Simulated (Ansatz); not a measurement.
## SiC (F-43m):I_C, thermodynamic levels from a 54-atom cell

Charge states of I_C in SiC (F-43m), set against the band edges. Model: a cell of 54 host atoms with 1 C taken out and 1 I put in.

Program: Ansatz 0.2.0. Level of theory: place-levels on r2SCAN runs: charge-transition levels and formation energies with image-charge correction and potential alignment at the atomic sites; PAW set soft_1. Results are calculated unless marked as measured.

Experimental background.

“Insight into the structural, elastic and electronic properties of a new orthorhombic 6O-SiC polytype” (2020, pmc:7200658) quotes from earlier work for SiC, cubic 3C zincblende (literature value): band gap (indirect gap) 2.4 eV [literature value; measurement temperature and method not stated].

**1. The structure**

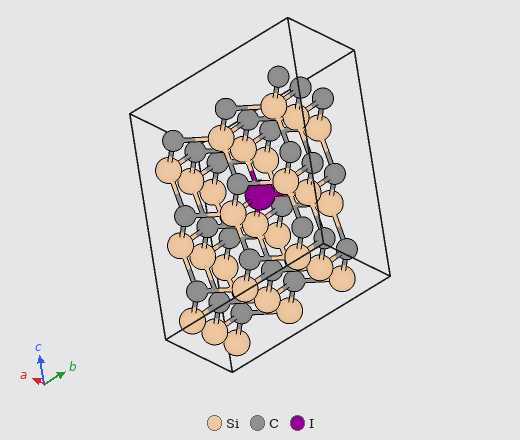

The cell as given, slightly off an axis (silicon light orange, carbon grey, iodine purple).

The cell holds 54 atoms: 27 Si, 26 C and 1 I. Cell: a = 9.242 Å, b = 9.242 Å, c = 9.242 Å, α = 60.0°, β = 60.0°, γ = 60.0°. It derives from SiC (space group F-43m). Nearest the centre at fractional (0.417, 0.417, 0.417): I28 at 0.00 Å, Si29 at 1.89 Å, Si33 at 1.89 Å, Si45 at 1.89 Å, Si27 at 1.89 Å, C46 at 3.08 Å, C34 at 3.08 Å, C16 at 3.08 Å.

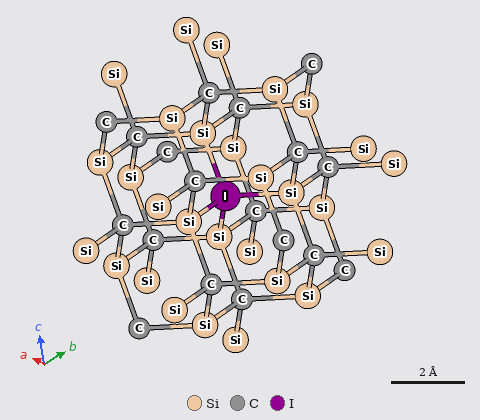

The atoms within 5 Å of the centre.

The host's dielectric constants go in as inputs: 7.06 for the electrons alone, 10.43 with the ions, computed on the host (DFPT, PBEsol, on the r2SCAN cell), and a cell off the functional's own equilibrium shifts the ionic part.

The cell's shortest repeat is 9.2 Å.

**2. What was run first**

A transition level is the Fermi level at which two charge states cost the same, so each charge needs its own total energy, at its own relaxed structure.

Random displacements of about 0.05 Å break the site symmetry at the start, so that the relaxation can reach a distorted minimum if there is one. Forces are taken on a 2×2×2 shifted mesh. The cell holds 1 electron more than the neutral one, with a uniform background that keeps it neutral on the whole.

The sampling was tested on the host first: at the k-points planned (1x1x1 shifted 0.25 0.25 0.25) its energy lies 0.119 eV an atom from the dense-mesh value, so the final energies take a denser sampling.

One state's input; the others differ in charge, spin, start and seed, and in occupations where the table says so.

Input file qm1.relax/input.yaml:

```yaml
crystal:
  lattice:
    - [0.0, 6.53488873, 6.53488873]
    - [6.53488873, 0.0, 6.53488873]
    - [6.53488873, 6.53488873, 0.0]
  atoms:
    - { symbol: Si, position: [0.0, 0.0, 0.0] }
    - { symbol: C, position: [0.08333333, 0.08333333, 0.08333333] }
[... 7 atom lines left out ...]
    - { symbol: C, position: [0.08333333, 0.41666667, 0.41666667] }
[... 1 atom line left out ...]
    - { symbol: C, position: [0.08333333, 0.41666667, 0.75] }
[... 3 atom lines left out ...]
    - { symbol: C, position: [0.08333333, 0.75, 0.41666667] }
[... 5 atom lines left out ...]
    - { symbol: C, position: [0.41666667, 0.08333333, 0.41666667] }
[... 1 atom line left out ...]
    - { symbol: C, position: [0.41666667, 0.08333333, 0.75] }
[... 1 atom line left out ...]
    - { symbol: C, position: [0.41666667, 0.41666667, 0.08333333] }
    - { symbol: Si, position: [0.33333333, 0.33333333, 0.33333333] }
    - { symbol: I, position: [0.41666667, 0.41666667, 0.41666667] }
    - { symbol: Si, position: [0.33333333, 0.33333333, 0.66666667] }
    - { symbol: C, position: [0.41666667, 0.41666667, 0.75] }
[... 1 atom line left out ...]
    - { symbol: C, position: [0.41666667, 0.75, 0.08333333] }
    - { symbol: Si, position: [0.33333333, 0.66666667, 0.33333333] }
    - { symbol: C, position: [0.41666667, 0.75, 0.41666667] }
    - { symbol: Si, position: [0.33333333, 0.66666667, 0.66666667] }
[... 4 atom lines left out ...]
    - { symbol: C, position: [0.75, 0.08333333, 0.41666667] }
[... 3 atom lines left out ...]
    - { symbol: C, position: [0.75, 0.41666667, 0.08333333] }
    - { symbol: Si, position: [0.66666667, 0.33333333, 0.33333333] }
    - { symbol: C, position: [0.75, 0.41666667, 0.41666667] }
    - { symbol: Si, position: [0.66666667, 0.33333333, 0.66666667] }
[... 3 atom lines left out ...]
    - { symbol: Si, position: [0.66666667, 0.66666667, 0.33333333] }
[... 2 atom lines left out ...]
    - { symbol: C, position: [0.75, 0.75, 0.75] }
  host:
    repeats: [3, 3, 3]
    atoms:
      - { symbol: Si, position: [0.0, 0.0, 0.0] }
      - { symbol: C, position: [0.25, 0.25, 0.25] }
total_charge: -1
basis:
  ecutwfc: 500
  xc_grid: 2
hamiltonian:
  xc: r2scan
  pseudopotentials: { kind: paw, azcp: { folder: soft_1 } }
kpoints:
  mp_grid: { grid: [2, 2, 2], shift: [0.5, 0.5, 0.5] }
scf:
  occupations: { method: fixed }
  max_iter: 80
output:
  forces: true
  charged_corrections:
    epsilon: 7.06
    static_epsilon: 10.43
    defect_position: [0.416667, 0.416667, 0.416667]
relax:
  f_tol: 0.02
  max_steps: 80
  random_displacement: { amplitude: 0.05, seed: 895 }
checkpoint:
  write: "../qm1.relax.run"
  compress: false
  write_wavefunctions: true
  write_every: 100000
```

Run with:

```console
ansatz run input.yaml --threads 4 --pin off --max-ram 7536MiB --backend cpu --events-out ev --progress --plain --runs-dir out
```

The run of this state that the levels use, under r2SCAN:

Input file qm1.point/input.yaml:

```yaml
crystal:
  checkpoint: "../qm1.relax.run"
  host: checkpoint
total_charge: -1
basis:
  ecutwfc: 500
  xc_grid: 2
hamiltonian:
  xc: r2scan
  pseudopotentials: { kind: paw, azcp: { folder: soft_1 } }
kpoints:
  mp_grid: { grid: [2, 2, 2], shift: [0.5, 0.5, 0.5] }
scf:
  occupations: { method: fixed }
  max_iter: 80
output:
  forces: true
  eigenvalues: true
  charged_corrections:
    epsilon: 7.06
    static_epsilon: 10.43
    defect_position: [0.416667, 0.416667, 0.416667]
  eigenstates: { localisation: true }
  populations: true
  band_densities: [{ bands: [v1, v1] }, { bands: [c1, c1] }]
  write_density: true
  write_potential: true
  volumetric_format: npy
checkpoint:
  read: "../qm1.relax.run"
  write: "../qm1.point.run"
  compress: false
  write_wavefunctions: false
  write_every: 100000
```

Relaxations under r2SCAN at a 2×2×2 shifted mesh; times on 4 threads of Arm Neoverse V1, shared host:

| charge | moment (μB) | occupations | outcome | steps | largest displacement against the far atoms (Å) | time |
| --- | --- | --- | --- | --- | --- | --- |
| −1 | 0 | fixed | converged | 15 | 0.73 | 5.7 min |
| 0 | 1 | fixed | converged | 19 | 0.66 | 32 min |
| +1 | 0 | fixed | converged | 22 | 0.66 | 7.8 min |
| +2 | 1 | fixed | converged | 8 | 0.54 | 8.4 min |
| −1 | 2 | fixed | converged | 7 | 0.59 | 8 min |
| +1 | 2 | fixed | converged | 9 | 0.63 | 9.2 min |

Single points under r2SCAN at a 2×2×2 shifted mesh; times on 4 threads of Arm Neoverse V1, shared host:

| charge | moment (μB) | occupations | outcome | time |
| --- | --- | --- | --- | --- |
| −1 | 0 | fixed | converged | 26 s |
| 0 | 1 | fixed | converged | 59 s |
| +1 | 0 | fixed | converged | 26 s |
| +2 | 1 | fixed | converged | 61 s |
| −1 | 2 | fixed | converged | 55 s |
| +1 | 2 | fixed | converged | 54 s |

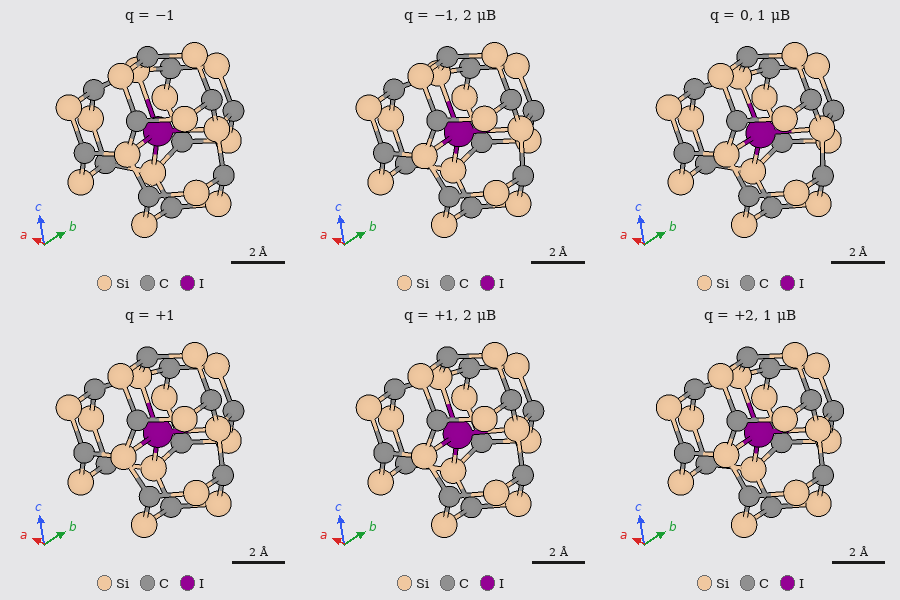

The structures near the centre after relaxation with r2SCAN, by charge.

Distances (Å) from I28 to the nearest atoms after relaxation with r2SCAN:

| charge | moment (μB) | 1. | 2. | 3. | 4. | 5. | 6. |
| --- | --- | --- | --- | --- | --- | --- | --- |
| −1 | 0 | Si 2.38 | Si 2.38 | Si 2.54 | Si 2.55 | C 3.04 | C 3.04 |
| −1 | 2 | Si 2.46 | Si 2.46 | Si 2.46 | Si 2.47 | C 3.13 | C 3.13 |
| 0 | 1 | Si 2.38 | Si 2.38 | Si 2.47 | Si 2.49 | C 3.06 | C 3.06 |
| +1 | 0 | Si 2.38 | Si 2.38 | Si 2.39 | Si 2.46 | C 3.06 | C 3.06 |
| +1 | 2 | Si 2.37 | Si 2.37 | Si 2.45 | Si 2.46 | C 3.06 | C 3.06 |
| +2 | 1 | Si 2.38 | Si 2.38 | Si 2.38 | Si 2.40 | C 3.10 | C 3.10 |

**3. place-levels, r2SCAN**

A charged cell interacts with its images and the background, and its potential has another zero than the host's. place-levels removes the first by a point-charge model, screened by the static dielectric constant since the ions have relaxed around the charge, and the second by comparing potentials at atoms far from the defect.

The host is a run of the defect-free crystal in the same cutoffs, grids and k-points, so that basis and sampling errors cancel in part in the differences. The host is run in a cell of 2 atoms on a matching mesh. Its band edges are searched through the zone by a band path, so the gap is smaller than, or equal to, that on the mesh. Chemical potentials are energies per atom of C (diamond) and I (solid I2 (Cmce)), run with the same functional and cutoff. Carbon is taken as diamond, which semilocal functionals can put about 0.1 eV an atom over graphite.

Input file levels.point.yaml:

```yaml
host:
  run: host.point.run
states: [qm1.point.run, q0_M1.point.run, qp1.point.run, qp2_M1.point.run, qm1_M2.point.run, qp1_M2.point.run]
geometry_from:
  qm1.point.run: qm1.relax.run
  q0_M1.point.run: q0_M1.relax.run
  qp1.point.run: qp1.relax.run
  qp2_M1.point.run: qp2_M1.relax.run
  qm1_M2.point.run: qm1_M2.relax.run
  qp1_M2.point.run: qp1_M2.relax.run
  host.point.run: host.relax.run
chemical_potentials:
  C:
    energy: -251.553391
    dataset: "<sha256 of the dataset>"
  I:
    energy: -7528.116164
    dataset: "<sha256 of the dataset>"
epsilon: 7.06
static_epsilon: 10.43
vertical:
  - { from: qm1.point.run, to: qm1.point_neutral.run }
  - { from: qp1.point.run, to: qp1.point_neutral.run }
  - { from: qp2_M1.point.run, to: qp2_M1.point_neutral.run }
  - { from: qm1_M2.point.run, to: qm1_M2.point_neutral.run }
  - { from: qp1_M2.point.run, to: qp1_M2.point_neutral.run }
```

Run with:

```console
ansatz place-levels levels.point.yaml -- --threads 4 --pin off --max-ram 7536MiB
```

Numbers of over 12 decimals in the logs are rounded to 6 here.

Log:

```text
[... repeated set-up lines and file paths are left out, and long positions are rounded to six places ...]
(+2/+1) 1.157 eV above the valence edge, 0.553 eV under the conduction edge
(+1/0) 1.946 eV above the valence edge (+2.024 eV without the band-filling correction), in the conduction band; not on the lower envelope
(0/-1) 1.884 eV above the valence edge (+2.460 eV without the band-filling correction), in the conduction band; not on the lower envelope
(+1/-1) 1.915 eV above the valence edge (+2.242 eV without the band-filling correction), in the conduction band: charges between them are lowest nowhere
formation energy of charge +2: +7.417 eV with the Fermi level at the valence edge
formation energy of charge +1: +8.574 eV with the Fermi level at the valence edge
formation energy of charge 0: +10.520 eV with the Fermi level at the valence edge
formation energy of charge -1: +12.405 eV with the Fermi level at the valence edge
vertical -1 to 0: no energy, since no alignment is typed
[...]
of vertical[0].from (qm1.point.run): it parts from the run at its places by a charge that spreads by about 2.1 Å along one vector (1.3 Å or more is wide), by its potential at epsilon 7.06, taken for that of held ions (one typed too small widens it), where [...]
  of vertical[0].to (qm1.point_neutral.run): stability_check_not_made
  of vertical[1].from (qp1.point.run): it parts from the run at its places by a charge that spreads by about 2 Å along one vector (1.3 Å or more is wide), by its potential at epsilon 7.06, taken for that of held ions (one typed too small widens it), where the [...]
  of vertical[1].to (qp1.point_neutral.run): band_overlap_at_count; stability_check_not_made
  of vertical[2].from (qp2_M1.point.run): stability_check_not_made; [...]
  of vertical[2].to (qp2_M1.point_neutral.run): band_overlap_at_count; stability_check_not_made
  of vertical[3].from (qm1_M2.point.run): stability_check_not_made; [...]
  of vertical[3].to (qm1_M2.point_neutral.run): band_overlap_at_count; stability_check_not_made
  of vertical[4].from (qp1_M2.point.run): its moments are held at its close (magnetization.spin_locking), by a field of 0.118 eV a Bohr magneton, and its energy and levels are of the state that this holds: a run that lets them go can end lower; [...]
  of vertical[4].to (qp1_M2.point_neutral.run): stability_check_not_made
```

It took 0.75 s on 4 threads of Arm Neoverse V1, shared host.

Levels between the charges placed, in eV above the valence top:

|  | gap (eV) | (+2/+1) | (+1/0) | (0/−1) |
| --- | --- | --- | --- | --- |
| r2SCAN | 1.71 | 1.16 | 1.95 | 1.88 |

Corrections by state:

| charge | moment (μB) | image terms and alignment (eV) | band filling (eV) | ε used | over the lowest of its charge, as the program ranks them, band filling apart (eV) |
| --- | --- | --- | --- | --- | --- |
| +2 | 1.0 | 2.112 | - | 10.43 | 0.000 |
| +1 | 0.0 | 0.870 | - | 10.43 | 0.000 |
| 0 | 1.0 | 0.000 | -0.078 | - | 0.000 |
| −1 | 0.0 | -0.520 | -0.654 | 10.43 | 0.000 |
| +1 | 2.0 | 0.872 | - | 10.43 | 0.427 |
| −1 | 2.0 | -0.506 | - | 10.43 | 0.080 |

The charged structures listed were also run neutral, and place-levels reads from each pair, by the potential or the spins, how wide the charge is by which they differ; that can be the carrier of either run.

| charge | rms radius (Å) | spread where it is widest against the cell (Å) | wide from (Å) | reading |
| --- | --- | --- | --- | --- |
| +2 | 3.5 | 2.00 | 1.31 | wide |
| +1 | 3.4 | 1.96 | 1.31 | wide |
| −1 | 3.1 | 2.14 | 1.31 | wide |

The neutral runs of these pairs need not share the spin of the lowest neutral state, and very wide values only mean spread over the cell.

From the program's caveats on the states, each cut to its opening words:

- charge +2 (1 μB), +1: it parts from the run at its places by a charge that spreads by about 2 Å along one vector (1.3 Å or more is wide), by its potential at epsilon 7.06, taken for [...]
- charge +2 (1 μB): its alignment with the host at atomic sites is doubtful: the mean over the far sites moves by -0.1382 eV from their farther parts to their nearer, more than [...]
- charge +2 (1 μB), 0 (1 μB), +1 (2 μB), −1 (2 μB): flagged: stability check not made
- charge +1: its alignment with the host at atomic sites is doubtful: the mean over the far sites moves by -0.0893 eV from their farther parts to their nearer, more than [...]
- charge 0 (1 μB): a band-filling correction moves a carrier to the host's band edge, which changes its energy by -0.078 eV
- charge −1: it parts from the run at its places by a charge that spreads by about 2.1 Å along one vector (1.3 Å or more is wide), by its potential at epsilon 7.06, taken [...]
- charge −1: a band-filling correction moves a carrier to the host's band edge, which changes its energy by -0.654 eV
- charge −1: its alignment with the host at atomic sites is doubtful: the mean over the far sites moves by +0.0909 eV from their farther parts to their nearer, more than [...]
- charge +1 (2 μB): it parts from the run at its places by a charge that spreads by about 2.3 Å along one vector (1.3 Å or more is wide), by its potential at epsilon 7.06, taken [...]
- charge +1 (2 μB): its moments are held at its close (magnetization.spin_locking), by a field of 0.118 eV a Bohr magneton, and its energy and levels are of the state that this [...]
- charge −1 (2 μB): it parts from the run at its places by a charge that spreads by about 1.8 Å along one vector (1.3 Å or more is wide), by the spins about the atoms, where the [...]
- charge −1 (2 μB): its alignment with the host at atomic sites is doubtful: the mean over the far sites moves by +0.0557 eV from their farther parts to their nearer, more than [...]

Chemical potentials of the elements' reference phases, run alike. Formation energy by charge state (elemental references; gap 1.71 eV):

| charge | at valence top (eV) | at conduction bottom (eV) | correction included (eV) |
| --- | --- | --- | --- |
| +2 | 7.42 | 10.84 | 2.11 |
| +1 | 8.57 | 10.28 | 0.87 |
| 0 | 10.52 | 10.52 | -0.08 |
| −1 | 12.40 | 10.69 | -1.17 |

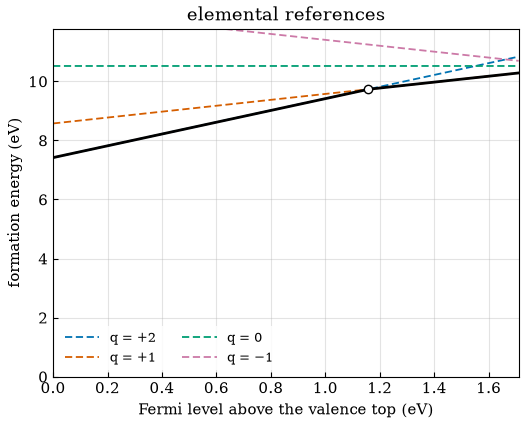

Formation energy against Fermi level; the thick line follows the lowest charge state and circles mark the transition levels.

Charge transition levels, in eV, zero at the valence-band top of the host:

|  | conduction bottom | valence top |
| --- | --- | --- |
| I_C | 1.71 | 0.00 |

|  | level | energy (eV) |
| --- | --- | --- |
| I_C | (+2/+1) | 1.16 |
| I_C | (+1/−1) | 1.92 |

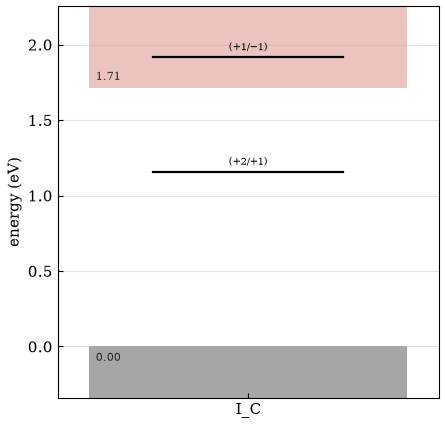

Charge transition levels. Shaded: valence and conduction bands.

**4. Results**

```
gap of the host                                                             : 1.71 eV (r2SCAN)
level (plus 2/plus 1)                                                       : 1.16 eV above the valence top
level (plus 1/0)                                                            : 1.95 eV above the valence top, past the conduction bottom, not a change between lowest states (2.02 eV above the valence top without the band-filling term)
level (0/minus 1)                                                           : 1.88 eV above the valence top, past the conduction bottom, not a change between lowest states (2.46 eV above the valence top without the band-filling term)
lowest of the charges placed, just above the valence top (0.02 eV)          : +2
lowest of the charges placed, just below the conduction bottom (0.02 eV)    : +1
lowest formation energy at mid-gap of the charges run, elemental references : 9.13 eV
```

**Reading.** Of the charges placed (−1, 0, +1 and +2), the lowest changes at 1.16 eV (+2/+1) above the valence top, in a gap of 1.71 eV. (+2/+1) lies nearer to a band edge than the share of the finite-size correction in it (1.24 eV), and that correction holds for a localised charge alone. Charges above +2 were not placed, so these runs say nothing of levels that involve them. States placed: +2 at 1 μB; +1 at 0 μB and 2 μB; 0 at 1 μB; −1 at 0 μB and 2 μB. Other spin states or structures, where not listed, weren't placed. The program finds carriers beyond a band edge of the host and adds a band-filling term at charge −1 (-0.65 eV) and 0 (-0.08 eV); steps to such a charge show no bound level, and a defect level inside a band would be read the same way. Corrections reach 2.1 eV, so the cell is small for these charges and their levels are rough. I is taken at its element; compounds, which aren't counted here, bound the chemical potentials and would shift these formation energies. The program doubts the alignment of potentials for at least one state, a sign that the cell is small. What this leaves open: r2SCAN makes the gap too small and tends to spread out bound carriers; spin–orbit coupling, which can matter with heavy atoms, is left out.

Computed beside measured:

```
                             quantity  measured           r2SCAN
band gap (least gap of the host) (eV)       2.4  1.71 (-0.69 eV)
```

Measured values from pmc:7200658 (2020).

How well it matches: The band gap is off by -0.69 eV: a clear miss. Local and semilocal functionals usually give gaps below the measured ones. Zero-point and thermal motion shift the measured gap.

[Logs are printed without paths, hosts, clocks, repeated set-up lines and the standing remarks that a program may print on its own settings, such as how far it seeks lower states.]

[Hosts, paths, dates, database ids (printed as entryN), source tags and the programs' standing remarks are cut or masked in the printed files.]

[Where a table of states has a column of steps, it counts the stored structures, which are thinned; the runs took as many ionic steps or more.]

[A defect's name tells the site on which it was built; relaxed atoms can leave that site.]

[For some hosts the program warned that the k-mesh of the response run may be too coarse for force constants and the static dielectric constant; such warnings are not shown here.]
